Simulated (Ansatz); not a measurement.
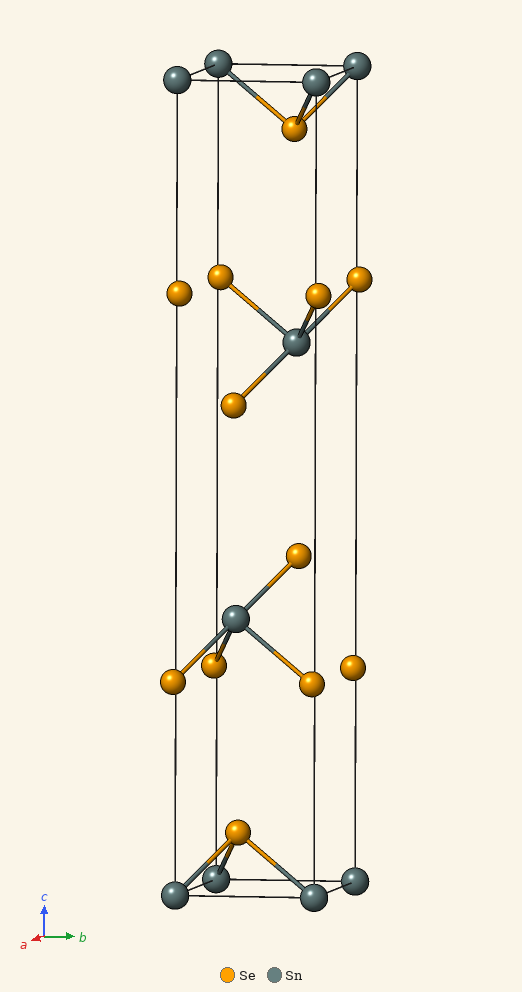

The image is a ball-and-stick drawing of a crystal, viewed slightly off an axis. The drawn cell (a repeat of the simulation cell) is drawn as a box. Cell: a = 3.87 Å, b = 3.87 Å, c = 22.21 Å, α = 92.26°, β = 90.53°, γ = 119.99°.

It goes back to a random cell made by a generator, so it need not be a real form of the compound. Earlier steps of the study, as a rule a relaxation of our own, may have changed the cell and positions, so they can lie some per cent off the listed ones. It went into a calculation with Ansatz.

Q: Characterise what is shown.

A: The solid is SnSe2. Strictly the space group is P-1 (No. 2, within 0.01 Å). It is a distorted form of a rhombohedral (trigonal R) structure, space group R-3m (No. 166) within 0.60 Å: cadmium chloride (CdCl₂) type. One cell contains 3 Sn, 6 Se, 9 atoms in all. Each Se atom is coordinated by three Sn in a trigonal pyramidal arrangement at about 2.7 Å. About every Sn there are six Se in an octahedral arrangement at about 2.7 Å. The bonds build SnSe2 layers parallel to (001).

The numbers come from Ansatz, DFT PBE, scalar-relativistic, plane waves, PAW, using plane-wave cutoff 420 eV, k-points about 0.24 Å⁻¹ apart, Gaussian smearing of 0.02 eV, no spin polarisation.

Q: Does it come out as a metal, or with a gap?

A: A semiconductor at this level, with a gap of 0.66 eV, indirect.

Q: How charged are the atoms, by the Bader scheme?

A: Sn +1.24 e; Se -0.62 e.

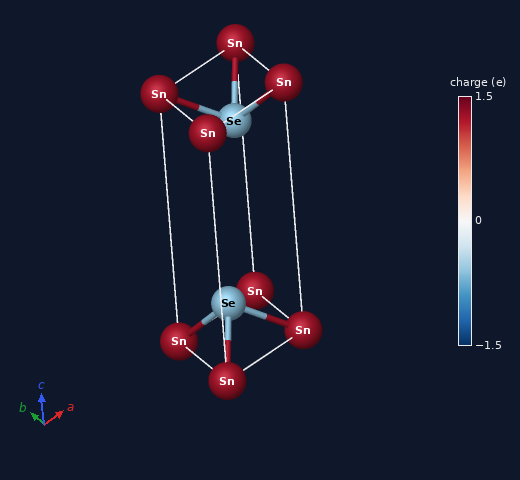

The atoms coloured by those charges. The run's cell of 3 atoms is drawn, so axes and origin can differ from the first picture.

Q: Is the structure relaxed at this level of theory?

A: Yes. All forces vanish to within 0.01 eV/Å. The pressure is 0.0 GPa, close to zero.
